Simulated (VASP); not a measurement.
# From the centred to the polar structure of ZnO

Wanted: polarisation and energy of ZnO along a straight path from a centred structure to the polar one.

Main program and level: VASP 6.6.1; LDA; plane waves and PAW (Zn, O), in the first sound run; inputs show where later runs differ.

### 1. The starting structure

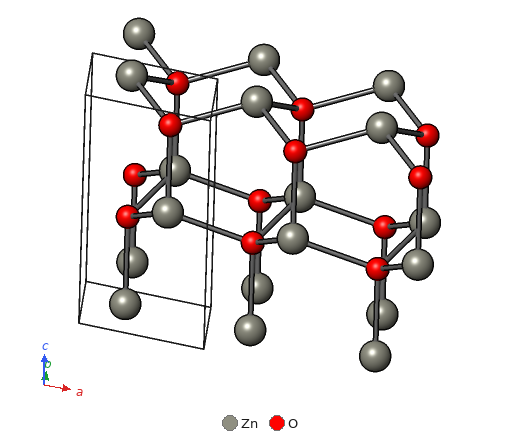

Start, viewed slightly off an axis; zinc grey, oxygen red. 3×2×1 cells are drawn. Some periodic images of atoms are drawn too.

As a file:

```
Zn O
1.0
     3.25000    0.00000    0.00000
    -1.62500    2.81458    0.00000
     0.00000    0.00000    5.20700
Zn O
2 2
Direct
  0.33333 0.66667 0.00000
  0.66667 0.33333 0.50000
  0.33333 0.66667 0.38200
  0.66667 0.33333 0.88200
```

### 2. Relax the crystal, LDA

The polar end is relaxed first.

This step took 2 runs in a row; the last is shown.

Level: LDA; plane waves and PAW (Zn, O).

Input file INCAR:

```
SYSTEM = ZnO
PREC = Accurate
ENCUT = 520
EDIFF = 1E-07
NELM = 120
ISMEAR = 0
SIGMA = 0.02
LREAL = .FALSE.
ALGO = Normal
GGA = CA
NBANDS = 24
LASPH = .TRUE.
LORBIT = 11
LWAVE = .FALSE.
LCHARG = .FALSE.
KPAR = 8
IBRION = 2
NSW = 80
ISIF = 3
EDIFFG = -0.005
POTIM = 0.4
```

Input file POSCAR:

```
ZnO
1.0
    3.1955583679      0.0000000000      0.0000000000
   -1.5977791839      2.7674347256      0.0000000000
    0.0000000000      0.0000000000      5.1650854953
Zn O
2 2
Direct
    0.3333333333      0.6666666667      0.0017542169
    0.6666666667      0.3333333333      0.5017542169
    0.3333333333      0.6666666667      0.3802457831
    0.6666666667      0.3333333333      0.8802457831
```

Input file KPOINTS:

```
Automatic mesh
0
Gamma
9 9 5
0 0 0
```

PAW data sets: Zn and O (LDA family, release 64).

Launch:

```sh
> mpirun -np 8 vasp_std
```

Output:

```text
[banner, memory and clock lines left out]
running    8 mpi-ranks, on    1 nodes
[...]
|                                                                             |
|           W    W    AA    RRRRR   N    N  II  N    N   GGGG   !!!           |
|           W    W   A  A   R    R  NN   N  II  NN   N  G    G  !!!           |
|           W    W  A    A  R    R  N N  N  II  N N  N  G       !!!           |
|           W WW W  AAAAAA  RRRRR   N  N N  II  N  N N  G  GGG   !            |
|           WW  WW  A    A  R   R   N   NN  II  N   NN  G    G                |
|           W    W  A    A  R    R  N    N  II  N    N   GGGG   !!!           |
|                                                                             |
|     For optimal performance we recommend to set                             |
|       NCORE = 2 up to number-of-cores-per-socket                            |
|     NCORE specifies how many cores store one orbital (NPAR=cpu/NCORE).      |
|     This setting can greatly improve the performance of VASP for DFT.       |
[...]
|     Unfortunately you need to use the default for GW and RPA                |
|     calculations (for HF NCORE is supported but not extensively tested      |
|     yet).                                                                   |
|                                                                             |

 LDA part: xc-table for (Slater(with rela. corr.)+CA(PZ))
 , standard interpolation
 POSCAR, INCAR and KPOINTS ok, starting setup
[...]
entering main loop
       N       E                     dE             d eps       ncg     rms          rms(c)
DAV:   1     0.278409724810E+03    0.27841E+03   -0.18601E+04  1760   0.223E+03
DAV:   2     0.284590385537E+01   -0.27556E+03   -0.26250E+03  1880   0.423E+02
DAV:   3    -0.238352518829E+02   -0.26681E+02   -0.26480E+02  2008   0.140E+02
DAV:   4    -0.242303319985E+02   -0.39508E+00   -0.39491E+00  1976   0.179E+01
[...]
DAV:  13    -0.211584605905E+02   -0.19245E-05   -0.75347E-06  2728   0.796E-02    0.124E-02
DAV:  14    -0.211584583618E+02    0.22286E-05   -0.40887E-06  2256   0.193E-02    0.325E-03
DAV:  15    -0.211584582956E+02    0.66195E-07   -0.69177E-07  1856   0.660E-03
   1 F= -.21158458E+02 E0= -.21158458E+02  d E =-.211585E+02
[...]
reached required accuracy - stopping structural energy minimisation
```

Run time: 5.8 s. Hardware: 8 MPI ranks of Intel Xeon Platinum 8124M at 3.00GHz (Skylake/Cascade Lake), shared host; peak memory 1.4 GiB.

Lines that name or quote the potential files are left out of all logs, and their timing lines are given in words.

OUTCAR, selected parts (step 2):

```text
  Total        0.0087144      0.0087144      0.0102548      0.0000000     -0.0000000      0.0000000
  in kB        0.3056648      0.3056648      0.3596948      0.0000000     -0.0000000      0.0000000
  external PRESSURE =       0.3236748 kB  Pullay stress =       0.0000000 kB

 POSITION                                       TOTAL-FORCE (eV/Angst)
 -----------------------------------------------------------------------------------
     -0.00000      1.84496      0.00906        -0.000000     -0.000000      0.001174
      1.59778      0.92248      2.59160        -0.000000      0.000000      0.001174
     -0.00000      1.84496      1.96400         0.000000     -0.000000     -0.001174
      1.59778      0.92248      4.54654         0.000000     -0.000000     -0.001174
 -----------------------------------------------------------------------------------
    total drift:                                0.000000      0.000001      0.000464

  FREE ENERGIE OF THE ION-ELECTRON SYSTEM (eV)
  ---------------------------------------------------
  free  energy   TOTEN  =       -21.1584582956 eV

  energy  without entropy=      -21.1584582956  energy(sigma->0) =      -21.15845830

 reached required accuracy - stopping structural energy minimisation

[... 3 further parts left out ...]
[key lines of the parts left out:]
E-fermi :   1.4236
```

Read from the output:

```
energy(sigma→0) of the program : -21.1585 eV
stress, compression positive   : xx, yy, zz 0.03, 0.03, 0.04 GPa
volume                         : 45.677 Å³
ionic steps                    : 1
```

### 3. Berry phase, LDA

The centred structure lies half way between the polar one and its mirror or inverted image (space group 194 within 0.02 Å; largest move 0.32 Å). One point of the path in full, at 0.8 of the distortion.

Level: LDA; plane waves and PAW (Zn, O).

Input file INCAR:

```
SYSTEM = ZnO
PREC = Accurate
ENCUT = 520
EDIFF = 1E-07
NELM = 100
ISMEAR = 0
SIGMA = 0.02
LREAL = .FALSE.
ALGO = Normal
GGA = CA
NBANDS = 24
LASPH = .TRUE.
LWAVE = .FALSE.
LCHARG = .FALSE.
LCALCPOL = .TRUE.
DIPOL = 0.123 0.137 0.119
ISIF = 2
```

Input file POSCAR:

```
ZnO
1.0
    3.1955583679      0.0000000000      0.0000000000
   -1.5977791839      2.7674347256      0.0000000000
    0.0000000000      0.0000000000      5.1650854953
Zn O
2 2
Direct
    0.3333333330      0.6666666670      0.9894033740
    0.6666666670      0.3333333330      0.4894033740
    0.3333333330      0.6666666670      0.3921966260
    0.6666666670      0.3333333330      0.8921966260
```

Input file KPOINTS:

```
Automatic mesh
0
Gamma
11 11 8
0 0 0
```

Launch:

```sh
> mpirun -np 2 vasp_std
```

Output:

```text
[banner, memory and clock lines left out]
running    2 mpi-ranks, on    1 nodes
[...]
LDA part: xc-table for (Slater(with rela. corr.)+CA(PZ))
 , standard interpolation
 POSCAR, INCAR and KPOINTS ok, starting setup
[...]
entering main loop
       N       E                     dE             d eps       ncg     rms          rms(c)
DAV:   1     0.282416526578E+03    0.28242E+03   -0.18660E+04  3872   0.223E+03
DAV:   2     0.331628991077E+01   -0.27910E+03   -0.26534E+03  4200   0.428E+02
DAV:   3    -0.237632394356E+02   -0.27080E+02   -0.26880E+02  4504   0.141E+02
DAV:   4    -0.241779532980E+02   -0.41471E+00   -0.41454E+00  4320   0.182E+01
[...]
DAV:  13    -0.210707847229E+02   -0.22311E-05   -0.76907E-06  5952   0.772E-02    0.131E-02
DAV:  14    -0.210707821628E+02    0.25602E-05   -0.47692E-06  5144   0.216E-02    0.311E-03
DAV:  15    -0.210707821315E+02    0.31259E-07   -0.81720E-07  3960   0.733E-03
 p_tot=( -0.627E+01 -0.136E+02  0.212E+02 )
   1 F= -.21070782E+02 E0= -.21070782E+02  d E =-.297345E-15
```

It took 62 s on 2 MPI ranks; peak memory 0.45 GiB; 2 min of CPU time.

OUTCAR, selected parts (step 3):

```text
  Total        1.3086396      1.3086396     -1.5703957      0.0000000     -0.0000000      0.0000000
  in kB       45.9017234     45.9017234    -55.0830569      0.0000000     -0.0000000      0.0000000
  external PRESSURE =      12.2401300 kB  Pullay stress =       0.0000000 kB

 POSITION                                       TOTAL-FORCE (eV/Angst)
 -----------------------------------------------------------------------------------
     -0.00000      1.84496      5.11035         0.000000      0.000000      0.600274
      1.59778      0.92248      2.52781         0.000000     -0.000000      0.600274
     -0.00000      1.84496      2.02573        -0.000000     -0.000000     -0.600274
      1.59778      0.92248      4.60827         0.000000      0.000000     -0.600274
 -----------------------------------------------------------------------------------
    total drift:                               -0.000002      0.000000      0.000456

  FREE ENERGIE OF THE ION-ELECTRON SYSTEM (eV)
  ---------------------------------------------------
  free  energy   TOTEN  =       -21.0707821315 eV

  energy  without entropy=      -21.0707821315  energy(sigma->0) =      -21.07078213

[... 1 part as in an earlier step ...]

[... 2 further parts left out ...]
[key lines of the parts left out:]
E-fermi :   1.4295
```

This run gave:

| Item | Value |
| --- | --- |
| energy(sigma→0) of the program | -21.0708 eV |
| stress, compression positive | xx, yy, zz 4.59, 4.59, -5.51 GPa |

The run ends at a pressure of 1.22 GPa, with forces up to 0.60 eV/Å.

### 4. The table

The other members went through these steps as far as the tables show, at the cell of the polar end; 11 runs are not shown. The session took 0.52 core hours (wall time by ranks) on a shared machine.

The Berry phase fixes the polarisation only up to a quantum, here 181 µC/cm², so branches are joined from point to point; the sign is set positive along the polar axis, and energies count from the end point of the series.

| fraction of the polar distortion | polarisation, branches joined (µC/cm²) | energy above the polar end (meV/f.u.) | gap on the mesh (eV) |
| --- | --- | --- | --- |
| 0 | 0.00 | 301.99 | 0.93 |
| 0.10 | 8.29 | 296.45 | 0.93 |
| 0.20 | 16.63 | 280.12 | 0.92 |
| 0.30 | 25.02 | 253.78 | 0.91 |
| 0.40 | 33.52 | 218.81 | 0.90 |
| 0.50 | 42.15 | 177.19 | 0.88 |
| 0.60 | 50.91 | ? | 0.86 |
| 0.70 | 59.83 | 85.65 | 0.84 |
| 0.80 | 68.91 | 43.95 | 0.81 |
| 0.90 | 78.14 | 12.68 | 0.80 |
| 1 | 87.48 | 0.00 | 0.80 |

### 5. A double well from the known rows

A least-squares parabola through the 10 rows shown, with u the square of the distortion: E = 273.6 u² − 578.0 u + 303.0 (meV/f.u.), r.m.s. residual 1.1 meV/f.u.

At u = 0.36 this predicts 130.40 meV/f.u.

### 6. Prediction against calculation

The calculation gives 131.63 meV/f.u., so the prediction is 1.23 meV/f.u. too low, within twice the residual of the fit.

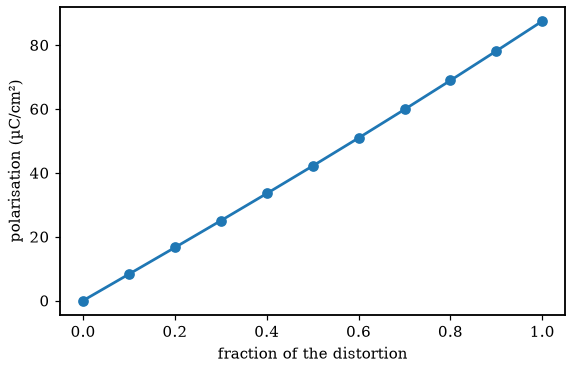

Polarisation along the path.

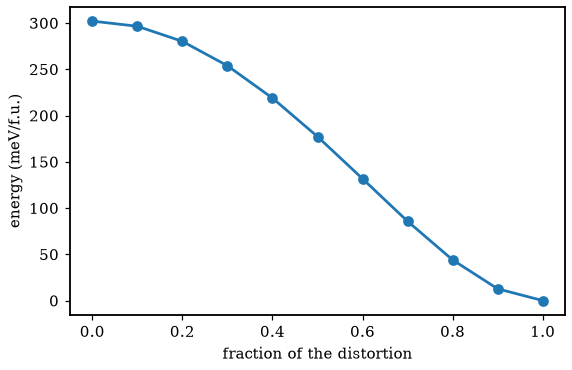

Energy along the path.

### 7. Results

```
polarisation at the last point  : 87.5 µC/cm²
energy of the centred structure : 302 meV/f.u.
highest point of the path       : 302 meV/f.u.
error of the predicted energy   : -1.23 meV/f.u.
```

What this shows: The largest step between points is 9.3 µC/cm², well under half the quantum, so the joining is safe. The polarisation departs from a straight line by up to 1.6 µC/cm². The smallest gap on the mesh along the path is 0.80 eV. The value belongs to this centred reference; where a crystal has several, another path can give another value. A straight path at a fixed cell bounds the barrier of uniform switching from above; where films switch at all, they do so at domain walls.

[Lines on the potential files, build, host, timing and source positions are cut from VASP's logs without a mark.]

[Logs are printed without paths, hosts, clocks, repeated set-up lines and the standing remarks that a program may print on its own settings, such as how far it seeks lower states.]

[Hosts, paths, dates, database ids (printed as entryN), source tags and the programs' standing remarks are cut or masked in the printed files.]
